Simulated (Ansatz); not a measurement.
## Si: nudged elastic band (part 1 of 2)

The run: nudged elastic band of Si (defect cell, 15 atoms in the cell). Method and program: DFT with PBE, PAW plane waves, no spin polarisation (Ansatz 0.2.0).

The structure derives from an entry of the Crystallography Open Database. Figures and captions count atoms from 1; the log counts them from 0 in places.

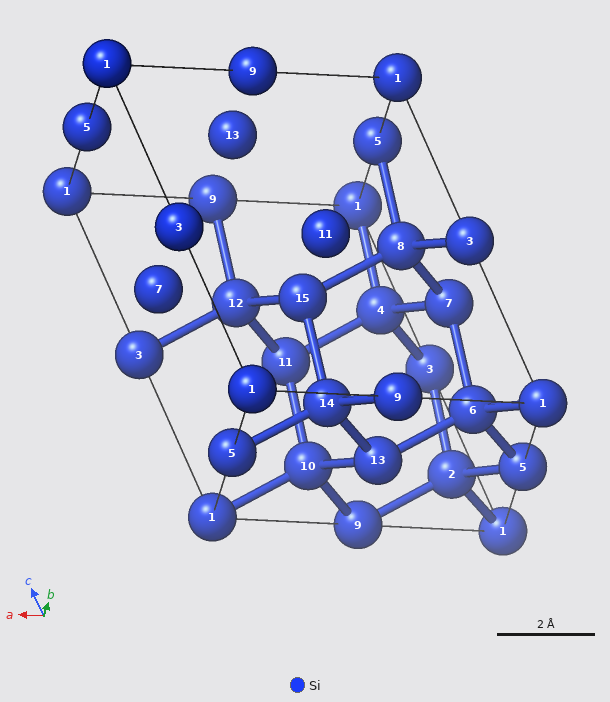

The starting structure (ball-and-stick view of the cell of the calculation, seen at an oblique angle; atoms are numbered from 1 in the order of the input). Near neighbours in the crystal (not all of them lie inside the picture): Si has 4 Si at 2.26 to 2.42 Å; Si has 3 Si at 2.26 to 2.41 Å.

## Summary

| quantity | value |
| --- | --- |
| outcome | converged |
| barrier, forward | 0.785 eV |
| barrier, backward | 0.785 eV |
| electrons treated | 60 |
| hardware | 4 threads of Arm Neoverse V1, 24 GiB of memory available, shared host |
| wall time | 37 s (CPU time 2.1 min) |
| peak memory | 1.1 GiB |

## Remarks

The k-point mesh is coarse for a cell of this size, so the results may not be converged. The order of the saddle point was not checked.

## Input
```yaml
crystal:
  lattice:
    - [0.0, 5.417612, 5.417612]
    - [5.417612, 0.0, 5.417612]
    - [5.417612, 5.417612, 0.0]
  atoms:
    - { symbol: Si, position: [-0.00320246, -0.00242566, 0.00335988] }
    - { symbol: Si, position: [0.13061588, 0.12403607, 0.12252033] }
    - { symbol: Si, position: [0.00091535, 0.00195491, 0.49992456] }
    - { symbol: Si, position: [0.12388682, 0.12517863, 0.62630312] }
    - { symbol: Si, position: [0.00077769, 0.51041619, -0.00047729] }
    - { symbol: Si, position: [0.12487187, 0.62386608, 0.12511793] }
    - { symbol: Si, position: [0.00147269, 0.50326952, 0.50409137] }
    - { symbol: Si, position: [0.11970717, 0.62178951, 0.62897046] }
    - { symbol: Si, position: [0.49865967, 0.00449176, -0.00119581] }
    - { symbol: Si, position: [0.62206865, 0.12340547, 0.12762575] }
    - { symbol: Si, position: [0.49743754, 0.00656401, 0.49926166] }
    - { symbol: Si, position: [0.62081734, 0.1257241, 0.62702072] }
    - { symbol: Si, position: [0.49749561, 0.50080369, 0.00113638] }
    - { symbol: Si, position: [0.62636952, 0.62380128, 0.12432145] }
    - { symbol: Si, position: [0.50437041, 0.49448344, 0.50276112] }
kpoints:
  mp_grid: { grid: [2, 2, 2] }
magnetization:
  spin_polarized: false
scf:
  occupations: { method: gaussian, width: 0.1 }
hamiltonian:
  pseudopotentials: { kind: paw }
  xc: pbe
basis:
  ecutwfc: 420
neb:
  images: 3
  relax_end_points: true
  climbing: true
  f_tol: 0.1
  max_iterations: 40
  order_check: false
  final_atoms:
    - { symbol: Si, position: [-0.00320246, -0.00242566, 0.00335988] }
    - { symbol: Si, position: [0.13061588, 0.12403607, 0.12252033] }
    - { symbol: Si, position: [0.00091535, 0.00195491, 0.49992456] }
    - { symbol: Si, position: [0.12388682, 0.12517863, 0.62630312] }
    - { symbol: Si, position: [0.00077769, 0.51041619, -0.00047729] }
    - { symbol: Si, position: [0.12487187, 0.62386608, 0.12511793] }
    - { symbol: Si, position: [0.00147269, 0.50326952, 0.50409137] }
    - { symbol: Si, position: [0.11970717, 0.62178951, 0.62897046] }
    - { symbol: Si, position: [0.49865967, 0.00449176, -0.00119581] }
    - { symbol: Si, position: [0.62206865, 0.12340547, 0.12762575] }
    - { symbol: Si, position: [0.49743754, 0.00656401, 0.49926166] }
    - { symbol: Si, position: [0.62081734, 0.1257241, 0.62702072] }
    - { symbol: Si, position: [0.49749561, 0.50080369, 0.00113638] }
    - { symbol: Si, position: [0.62636952, 0.62380128, 0.12432145] }
    - { symbol: Si, position: [0.62152008, 0.62459466, 0.6308696] }
```

Launch command:
```bash
ansatz run input.yaml --threads 4 --pin off --max-ram 8192MiB --backend cpu --events-out ev --progress --plain --runs-dir out
```

## The program's output
```
Warning: neb: disabling space-group detection — the band's intermediate images generally break the endpoint symmetry, so no spatial operation reduces the k-mesh or symmetrises the density, except that a semilocal band can use its path's symmetry ahead of convergence; time reversal is kept, so that k and −k are solved as one point where they differ and the mesh holds both, and exact exchange and, on two spinor components, a DFT+U term hold to it where the run has them: on two components no moment then forms, and a state that bears one, which a typed moment (crystal.atoms[].spin; refused beside efield: under a hybrid functional) reaches, can lie lower, under hf by electronvolts; crystal.symmetry.detect: false (a key that needs symmetry detection or time reversal refuses this as the deck is read) with time_reversal: false beside it drops time reversal too
Engine: ansatz 0.2.0, aarch64-unknown-linux-gnu
Pseudopotentials: kind: paw
Pseudopotential: Si, paw, valence charge 4, recommended cutoff 420 eV (normal), Si.paw.azcp
Functional definition: PBE
  parameter kappa = 0.804
  parameter beta = 0.06672455060314922
  exchange = pbe_x(kappa = kappa, mu = beta*pi^2/3)
  correlation = pbe_c(beta = beta)
parallel-image band execution: 3 concurrent image workers
NEB image 0
Crystal: 15 atoms, lattice volume = 318.019 Å³
Basis set: ecut = 420 eV, 6183 PW (Γ), exchange–correlation on 108×108×108 points (8 copies of the dense FFT grid, shifted against one another)
Bands: 45, of which v1, the nominal top of the filled ones, is band 30 counted from 1 (29 counted from 0)
Symmetry: 1 space group operations
k-points: 8
Non-local potential: Si, projectors of the file, l = 0: 2, l = 1: 2, l = 2: 2
PAW form: soft (Blöchl's): semilocal exchange-correlation on the pseudo side does not see the compensation charge
PAW one-centre angular grid: Si, 110 points (default); XC on 64 Gauss nodes
Initial density: superposition of atomic densities (neutral atoms: chi_scale 0, normalization atom), corrected by the library's trained network
Initial wavefunctions: pseudopotential atomic-orbital guess
Functional: x = pbe(κ = 0.804, μ = 0.2195149727645171), c = pbe(β = 0.06672455060314922)
SCF iter   1: F=—  HF=-9533.267748 eV  |F-HF|=—  |Δ(HF+E_count)|=         —  Δρ=2.50e-3  dr2=9.09e-2  ethr=1.77e-3  ⟨swp⟩=11.2  Hψ=2200  notcnv=0  defer=4
preconditioner: auto → Resta (q_TF=auto, 2.066 Å⁻¹)  ε∞=5.4  [insulator: Δε(μ)=1.103 eV  Ē_g=7.669 eV  σ=0.100 eV  W_gap=0.67  n_scr=58 (ndim 8)  ℏωp=16.1 eV  f_vac=0.000  D(μ)=5.38/eV (n_scr^D=26)  ε∞_Penn≈5.4]
SCF iter   2: F=—  HF=-9533.251139 eV  |F-HF|=—  |Δ(HF+E_count)|=   1.66e-2  Δρ=1.28e-3  dr2=1.41e-2  ethr=1.51e-4  ⟨swp⟩=1.0  Hψ=424  notcnv=0  defer=6
SCF iter   3: F=—  HF=-9533.248297 eV  |F-HF|=—  |Δ(HF+E_count)|=   2.84e-3  Δρ=4.16e-4  dr2=1.02e-3  ethr=2.35e-5  ⟨swp⟩=2.2  Hψ=479  notcnv=0  defer=6
SCF iter   4: F=—  HF=-9533.248359 eV  |F-HF|=—  |Δ(HF+E_count)|=   6.16e-5  Δρ=1.16e-4  dr2=7.55e-5  ethr=1.71e-6  ⟨swp⟩=2.4  Hψ=547  notcnv=0  defer=6
SCF iter   5: F=—  HF=-9533.248404 eV  |F-HF|=—  |Δ(HF+E_count)|=   4.55e-5  Δρ=3.60e-5  dr2=9.43e-6  ethr=1.26e-7  ⟨swp⟩=2.1  Hψ=503  notcnv=0  defer=6
SCF iter   6: F=—  HF=-9533.248407 eV  |F-HF|=—  |Δ(HF+E_count)|=   2.86e-6  Δρ=1.21e-5  dr2=1.16e-6  ethr=1.57e-8  ⟨swp⟩=2.6  Hψ=615  notcnv=0  defer=6
SCF iter   7: F=-9533.248407 eV  HF=-9533.248407 eV  |F-HF|=2.77e-8  |Δ(HF+E_count)|=   1.84e-7  Δρ=2.94e-6  dr2=4.34e-8  ethr=1.67e-10  ⟨swp⟩=3.2  Hψ=1338  notcnv=0
SCF 1 converged in 7 iterations: F = -9533.248407 eV  dr2 = 4.34e-8
  greatest PAW one-centre occupation: 0.659 electrons in one spin orbital (limit 2), on the Si atom at site 14 (counted from 0), in its partial waves of l = 0
NSCF: frozen V_eff on 8 k-points
NEB image 4
SCF iter   1: F=—  HF=-9533.277751 eV  |F-HF|=—  |Δ(HF+E_count)|=         —  Δρ=2.48e-3  dr2=9.15e-2  ethr=1.77e-3  ⟨swp⟩=10.9  Hψ=2175  notcnv=0  defer=1
preconditioner: auto → Resta (q_TF=auto, 2.066 Å⁻¹)  ε∞=5.4  [insulator: Δε(μ)=1.146 eV  Ē_g=7.669 eV  σ=0.100 eV  W_gap=0.57  n_scr=58 (ndim 8)  ℏωp=16.1 eV  f_vac=0.000  D(μ)=5.14/eV (n_scr^D=26)  ε∞_Penn≈5.4]
SCF iter   2: F=—  HF=-9533.261152 eV  |F-HF|=—  |Δ(HF+E_count)|=   1.66e-2  Δρ=1.26e-3  dr2=1.37e-2  ethr=1.53e-4  ⟨swp⟩=1.0  Hψ=424  notcnv=0  defer=3
SCF iter   3: F=—  HF=-9533.258453 eV  |F-HF|=—  |Δ(HF+E_count)|=   2.70e-3  Δρ=4.23e-4  dr2=1.02e-3  ethr=2.28e-5  ⟨swp⟩=2.0  Hψ=433  notcnv=0  defer=3
SCF iter   4: F=—  HF=-9533.258519 eV  |F-HF|=—  |Δ(HF+E_count)|=   6.64e-5  Δρ=1.26e-4  dr2=1.00e-4  ethr=1.70e-6  ⟨swp⟩=2.1  Hψ=487  notcnv=0  defer=3
SCF iter   5: F=—  HF=-9533.258545 eV  |F-HF|=—  |Δ(HF+E_count)|=   2.63e-5  Δρ=4.26e-5  dr2=1.25e-5  ethr=1.67e-7  ⟨swp⟩=2.2  Hψ=499  notcnv=0  defer=3
SCF iter   6: F=—  HF=-9533.258550 eV  |F-HF|=—  |Δ(HF+E_count)|=   4.58e-6  Δρ=1.13e-5  dr2=6.61e-7  ethr=2.08e-8  ⟨swp⟩=2.4  Hψ=558  notcnv=0  defer=3
SCF iter   7: F=-9533.258550 eV  HF=-9533.258550 eV  |F-HF|=2.13e-8  |Δ(HF+E_count)|=   4.46e-7  Δρ=2.66e-6  dr2=3.29e-8  ethr=1.67e-10  ⟨swp⟩=5.0  Hψ=1155  notcnv=0
SCF 2 converged in 7 iterations: F = -9533.258550 eV  dr2 = 3.29e-8
[... from here on the iterations of each SCF are left out, up to the last one ...]
NSCF: frozen V_eff on 8 k-points
NEB end point (image 0): max|allowed force component| = 1.104e0 eV/Å (the criterion of neb.relax_end_points is 2.000e-2)
NEB end point (image 4): max|allowed force component| = 9.997e-1 eV/Å (the criterion of neb.relax_end_points is 2.000e-2)
NEB image 0, for its relaxation
Initial density: handed on by an earlier stage of this run
Initial wavefunctions: those handed on with the density
preconditioner: auto → Resta (q_TF=auto, 2.066 Å⁻¹)  ε∞=5.4  [insulator: Δε(μ)=1.010 eV  Ē_g=7.657 eV  σ=0.100 eV  W_gap=0.72  n_scr=58 (ndim 8)  ℏωp=16.1 eV  f_vac=0.000  D(μ)=5.33/eV (n_scr^D=26)  ε∞_Penn≈5.4]
SCF 3 converged in 2 iterations: F = -9533.248407 eV  dr2 = 1.51e-8
NEB image 0, for its relaxation
preconditioner: auto → Resta (q_TF=auto, 2.066 Å⁻¹)  ε∞=5.5  [insulator: Δε(μ)=1.092 eV  Ē_g=7.638 eV  σ=0.100 eV  W_gap=0.77  n_scr=58 (ndim 8)  ℏωp=16.1 eV  f_vac=0.000  D(μ)=5.20/eV (n_scr^D=26)  ε∞_Penn≈5.5]
SCF 4 converged in 7 iterations: F = -9533.431616 eV  dr2 = 2.21e-8
NEB image 0, for its relaxation
preconditioner: auto → Resta (q_TF=auto, 2.066 Å⁻¹)  ε∞=5.5  [insulator: Δε(μ)=1.042 eV  Ē_g=7.623 eV  σ=0.100 eV  W_gap=0.79  n_scr=58 (ndim 8)  ℏωp=16.1 eV  f_vac=0.000  D(μ)=5.25/eV (n_scr^D=26)  ε∞_Penn≈5.5]
SCF 5 converged in 6 iterations: F = -9533.447014 eV  dr2 = 5.79e-8
NEB image 0, for its relaxation
preconditioner: auto → Resta (q_TF=auto, 2.066 Å⁻¹)  ε∞=5.5  [insulator: Δε(μ)=1.046 eV  Ē_g=7.626 eV  σ=0.100 eV  W_gap=0.81  n_scr=58 (ndim 8)  ℏωp=16.1 eV  f_vac=0.000  D(μ)=5.29/eV (n_scr^D=26)  ε∞_Penn≈5.5]
SCF 6 converged in 5 iterations: F = -9533.447812 eV  dr2 = 7.21e-8
NEB image 0
preconditioner: auto → Resta (q_TF=auto, 2.066 Å⁻¹)  ε∞=5.5  [insulator: Δε(μ)=1.052 eV  Ē_g=7.625 eV  σ=0.100 eV  W_gap=0.81  n_scr=58 (ndim 8)  ℏωp=16.1 eV  f_vac=0.000  D(μ)=5.28/eV (n_scr^D=26)  ε∞_Penn≈5.5]
SCF 7 converged in 2 iterations: F = -9533.447812 eV  dr2 = 2.88e-8
NSCF: frozen V_eff on 8 k-points
NEB end point (image 0): relaxed in 20 SCF iterations, 0.199405 eV lower, largest move of an atom 0.079 Å; not tested for a saddle point
NEB image 4, for its relaxation
preconditioner: auto → Resta (q_TF=auto, 2.066 Å⁻¹)  ε∞=5.4  [insulator: Δε(μ)=1.089 eV  Ē_g=7.657 eV  σ=0.100 eV  W_gap=0.75  n_scr=58 (ndim 8)  ℏωp=16.1 eV  f_vac=0.000  D(μ)=5.53/eV (n_scr^D=26)  ε∞_Penn≈5.4]
SCF 8 converged in 2 iterations: F = -9533.258550 eV  dr2 = 1.08e-8
NEB image 4, for its relaxation
preconditioner: auto → Resta (q_TF=auto, 2.066 Å⁻¹)  ε∞=5.5  [insulator: Δε(μ)=1.103 eV  Ē_g=7.639 eV  σ=0.100 eV  W_gap=0.79  n_scr=58 (ndim 8)  ℏωp=16.1 eV  f_vac=0.000  D(μ)=5.22/eV (n_scr^D=26)  ε∞_Penn≈5.5]
SCF 9 converged in 7 iterations: F = -9533.431558 eV  dr2 = 2.89e-8
NEB image 4, for its relaxation
preconditioner: auto → Resta (q_TF=auto, 2.066 Å⁻¹)  ε∞=5.5  [insulator: Δε(μ)=1.059 eV  Ē_g=7.626 eV  σ=0.100 eV  W_gap=0.80  n_scr=58 (ndim 8)  ℏωp=16.1 eV  f_vac=0.000  D(μ)=5.27/eV (n_scr^D=26)  ε∞_Penn≈5.5]
SCF 10 converged in 6 iterations: F = -9533.447640 eV  dr2 = 4.75e-8
NEB image 4
preconditioner: auto → Resta (q_TF=auto, 2.066 Å⁻¹)  ε∞=5.5  [insulator: Δε(μ)=1.038 eV  Ē_g=7.623 eV  σ=0.100 eV  W_gap=0.80  n_scr=58 (ndim 8)  ℏωp=16.1 eV  f_vac=0.000  D(μ)=5.27/eV (n_scr^D=26)  ε∞_Penn≈5.5]
SCF 11 converged in 2 iterations: F = -9533.447640 eV  dr2 = 2.05e-8
NSCF: frozen V_eff on 8 k-points
NEB end point (image 4): relaxed in 15 SCF iterations, 0.189090 eV lower, largest move of an atom 0.083 Å; not tested for a saddle point
NEB image 1
preconditioner: auto → Resta (q_TF=auto, 2.066 Å⁻¹)  ε∞=5.6  [insulator: Δε(μ)=0.683 eV  Ē_g=7.536 eV  σ=0.100 eV  W_gap=0.66  n_scr=58 (ndim 8)  ℏωp=16.1 eV  f_vac=0.000  D(μ)=3.86/eV (n_scr^D=14)  ε∞_Penn≈5.6]
SCF 12 converged in 7 iterations: F = -9533.066343 eV  dr2 = 3.68e-8
NEB image 2
preconditioner: auto → Kerker (q_TF=auto, 2.066 Å⁻¹)  [metal: Δε(μ)=0.082 eV  Ē_g=7.478 eV  σ=0.100 eV  W_gap=0.43  n_scr=58 (ndim 8)  ℏωp=16.1 eV  f_vac=0.000  D(μ)=5.73/eV (n_scr^D=26)]
SCF 13 converged in 8 iterations: F = -9532.599157 eV  dr2 = 6.11e-9
NEB image 3
preconditioner: auto → Resta (q_TF=auto, 2.066 Å⁻¹)  ε∞=5.6  [insulator: Δε(μ)=0.675 eV  Ē_g=7.535 eV  σ=0.100 eV  W_gap=0.66  n_scr=58 (ndim 8)  ℏωp=16.1 eV  f_vac=0.000  D(μ)=3.86/eV (n_scr^D=14)  ε∞_Penn≈5.6]
SCF 14 converged in 7 iterations: F = -9533.061617 eV  dr2 = 3.48e-8
NEB iter   1: max|band force component| = 5.371e-1 eV/Å  barrier→ = 0.8487 eV  barrier← = 0.8485 eV  Δτ_max = 0.0778 Å  (40 SCF iters)
NEB image 1
preconditioner: auto → Resta (q_TF=auto, 2.066 Å⁻¹)  ε∞=5.6  [insulator: Δε(μ)=0.767 eV  Ē_g=7.533 eV  σ=0.100 eV  W_gap=0.67  n_scr=58 (ndim 8)  ℏωp=16.1 eV  f_vac=0.000  D(μ)=3.96/eV (n_scr^D=14)  ε∞_Penn≈5.6]
SCF 15 converged in 7 iterations: F = -9533.242265 eV  dr2 = 5.22e-9
NEB image 2
preconditioner: auto → Resta (q_TF=auto, 2.066 Å⁻¹)  ε∞=5.7  [insulator: Δε(μ)=0.276 eV  Ē_g=7.446 eV  σ=0.100 eV  W_gap=0.57  n_scr=58 (ndim 8)  ℏωp=16.1 eV  f_vac=0.000  D(μ)=6.83/eV (n_scr^D=50)  ε∞_Penn≈5.7]
preconditioner: auto → Kerker (q_TF=auto, 2.066 Å⁻¹)  [metal: Δε(μ)=0.004 eV  Ē_g=7.444 eV  σ=0.100 eV  W_gap=0.02  n_scr=58 (ndim 8)  ℏωp=16.1 eV  f_vac=0.000  D(μ)=6.67/eV (n_scr^D=50)]
SCF 16 converged in 7 iterations: F = -9532.649175 eV  dr2 = 7.16e-9
NEB image 3
preconditioner: auto → Resta (q_TF=auto, 2.066 Å⁻¹)  ε∞=5.6  [insulator: Δε(μ)=0.764 eV  Ē_g=7.533 eV  σ=0.100 eV  W_gap=0.67  n_scr=58 (ndim 8)  ℏωp=16.1 eV  f_vac=0.000  D(μ)=3.95/eV (n_scr^D=14)  ε∞_Penn≈5.6]
SCF 17 converged in 7 iterations: F = -9533.241259 eV  dr2 = 5.02e-9
NEB iter   2: max|band force component| = 1.451e-1 eV/Å  barrier→ = 0.7986 eV  barrier← = 0.7985 eV  CI = image 2  Δτ_max = 0.0249 Å  (21 SCF iters)
NEB image 1
preconditioner: auto → Resta (q_TF=auto, 2.066 Å⁻¹)  ε∞=5.6  [insulator: Δε(μ)=0.827 eV  Ē_g=7.542 eV  σ=0.100 eV  W_gap=0.67  n_scr=58 (ndim 8)  ℏωp=16.1 eV  f_vac=0.000  D(μ)=4.04/eV (n_scr^D=14)  ε∞_Penn≈5.6]
SCF 18 converged in 6 iterations: F = -9533.267924 eV  dr2 = 2.01e-8
NEB image 2
preconditioner: auto → Kerker (q_TF=auto, 2.066 Å⁻¹)  [metal: Δε(μ)=0.051 eV  Ē_g=7.441 eV  σ=0.100 eV  W_gap=0.27  n_scr=58 (ndim 8)  ℏωp=16.1 eV  f_vac=0.000  D(μ)=6.42/eV (n_scr^D=26)]
preconditioner: auto → Resta (q_TF=auto, 2.066 Å⁻¹)  ε∞=5.7  [insulator: Δε(μ)=0.285 eV  Ē_g=7.444 eV  σ=0.100 eV  W_gap=0.53  n_scr=58 (ndim 8)  ℏωp=16.1 eV  f_vac=0.000  D(μ)=6.67/eV (n_scr^D=50)  ε∞_Penn≈5.7]
SCF 19 converged in 6 iterations: F = -9532.662919 eV  dr2 = 3.25e-8
  greatest PAW one-centre occupation: 0.662 electrons in one spin orbital (limit 2), on the Si atom at site 14 (counted from 0), in its partial waves of l = 0
NEB image 3
iter 1 solved again at ethr=1.29e-5 eV; its pass at ethr=3.10e-3 eV (dr2=7.77e-3 eV) is discarded
SCF iter   1: F=—  HF=-9533.270240 eV  |F-HF|=—  |Δ(HF+E_count)|=         —  Δρ=1.25e-3  dr2=9.55e-3  ethr=1.29e-5  ⟨swp⟩=3.0  Hψ=1928  notcnv=0
SCF iter   2: F=—  HF=-9533.268576 eV  |F-HF|=—  |Δ(HF+E_count)|=   1.66e-3  Δρ=5.90e-4  dr2=1.11e-3  ethr=1.29e-5  ⟨swp⟩=2.2  Hψ=469  notcnv=0
SCF iter   3: F=—  HF=-9533.268436 eV  |F-HF|=—  |Δ(HF+E_count)|=   1.40e-4  Δρ=1.79e-4  dr2=8.69e-5  ethr=1.85e-6  ⟨swp⟩=2.4  Hψ=477  notcnv=0
SCF iter   4: F=—  HF=-9533.268424 eV  |F-HF|=—  |Δ(HF+E_count)|=   1.25e-5  Δρ=2.32e-5  dr2=5.43e-6  ethr=1.45e-7  ⟨swp⟩=2.4  Hψ=577  notcnv=0
SCF iter   5: F=—  HF=-9533.268424 eV  |F-HF|=—  |Δ(HF+E_count)|=   1.76e-7  Δρ=7.21e-6  dr2=3.08e-7  ethr=9.05e-9  ⟨swp⟩=2.0  Hψ=515  notcnv=0
SCF iter   6: F=-9533.268424 eV  HF=-9533.268424 eV  |F-HF|=1.25e-9  |Δ(HF+E_count)|=   1.63e-7  Δρ=2.10e-6  dr2=2.76e-8  ethr=1.67e-10  ⟨swp⟩=4.5  Hψ=1126  notcnv=0
SCF 20 converged in 6 iterations: F = -9533.268424 eV  dr2 = 2.76e-8
NEB image 1
NSCF: frozen V_eff on 8 k-points
NEB image 3
NSCF: frozen V_eff on 8 k-points
NEB image 2
NSCF: frozen V_eff on 8 k-points
the band table was solved once a step of the walk had ended and its energy, with any forces and stress, was formed, with the checks that follow a solve (1953 applications of the Hamiltonian). They found nothing against the state; the energy, forces and stress were not computed again (output.eigenvalues in the input reference)
NEB iter   3: max|band force component| = 3.254e-2 eV/Å  barrier→ = 0.7849 eV  barrier← = 0.7847 eV  CI = image 2  Δτ_max = 0.0000 Å  (18 SCF iters)
```
